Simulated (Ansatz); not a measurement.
Input file:

```
crystal:
  lattice:
    - [5.8389918182, 0.0, 0.0]
    - [0.0, 5.8389918182, 0.0]
    - [0.0, 0.0, 6.9164973589]
  atoms:
    - { symbol: Ge, position: [0.086273356, 0.086273356, 0.0] }
    - { symbol: Ge, position: [0.413726644, 0.586273356, 0.75] }
    - { symbol: Ge, position: [0.913726644, 0.913726644, 0.5] }
    - { symbol: Ge, position: [0.586273356, 0.413726644, 0.25] }
    - { symbol: Ge, position: [0.1705667169, 0.372539032, 0.2485868513] }
    - { symbol: Ge, position: [0.127460968, 0.6705667169, -0.0014131487] }
    - { symbol: Ge, position: [0.8294332831, 0.627460968, 0.7485868513] }
    - { symbol: Ge, position: [0.872539032, 0.3294332831, 0.4985868513] }
    - { symbol: Ge, position: [0.6705667169, 0.127460968, 0.0014131487] }
    - { symbol: Ge, position: [0.627460968, 0.8294332831, 0.2514131487] }
    - { symbol: Ge, position: [0.3294332831, 0.872539032, 0.5014131487] }
    - { symbol: Ge, position: [0.372539032, 0.1705667169, 0.7514131487] }
basis:
  ecutwfc: 500
kpoints:
  mp_grid: { grid: [6, 6, 4] }
hamiltonian:
  xc: r2scan
scf:
  occupations: { method: gaussian, width: 0.02 }
output:
  forces: true
  stress: true
  eigenvalues: true
  write_density: true
  write_potential: true
  elf: true
  volumetric_format: npy
relax:
  adjacent_minimum: "off"
  f_tol: 0.01
  max_steps: 30
  cell: { stress_tol: 0.1, fix: [volume] }
```

Run with:

```sh
ansatz run input.yaml --threads 4 --pin off --max-ram 10240MiB --backend cpu --events-out ev --progress --plain --runs-dir out
```

Below, planes, directions and counts refer to the conventional cell (a = 5.85 Å, b = 5.85 Å, c = 6.88 Å, α = 90.00°, β = 90.00°, γ = 90.00°).

The fields are those of the run's last geometry, not of the input's.

Space group P4₃2₁2; changed on purpose from its base cell (volume × 0.94, shape and atoms relaxed); computed pressure about 4 GPa in this cell.

These are results of DFT r2SCAN, scalar-relativistic, plane waves, PAW in Ansatz, not measurements.

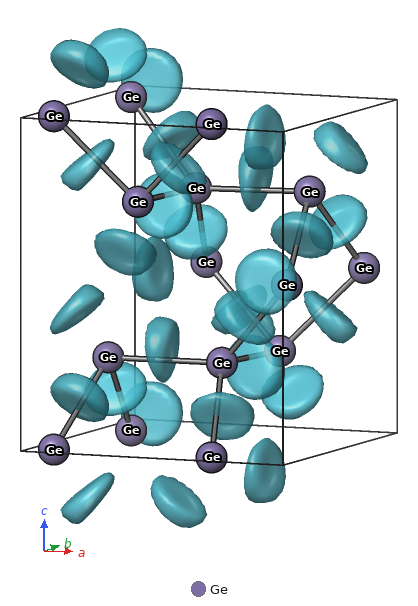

Ge. Isosurface of the ELF at 0.65 (cyan), seen slightly off an axis. Only the valence region is drawn (cores and ρ < 0.01 e/Å³ removed). Sticks mark near contacts.

In a PAW calculation such maps are meaningful between the atoms, not at the nuclei.

> Describe the localisation domains.

The surface consists of 16 regions between bonded Ge–Ge atoms (shared pairs) and eight pockets between the atoms, centred on no nucleus (multi-centre or interstitial), counted in one cell of 12 atoms. Any copies at cell faces, edges or corners count once. Along the contacts the grid gives the following. Ge–Ge (2.45 Å): the ELF peaks at about 0.75 between the atoms; localised, covalent bonding.

> Does the calculation make it a metal, or give it a gap?

It is gapped, with a Kohn–Sham gap of 0.95 eV on the k-point mesh, an upper bound to the gap of this method.
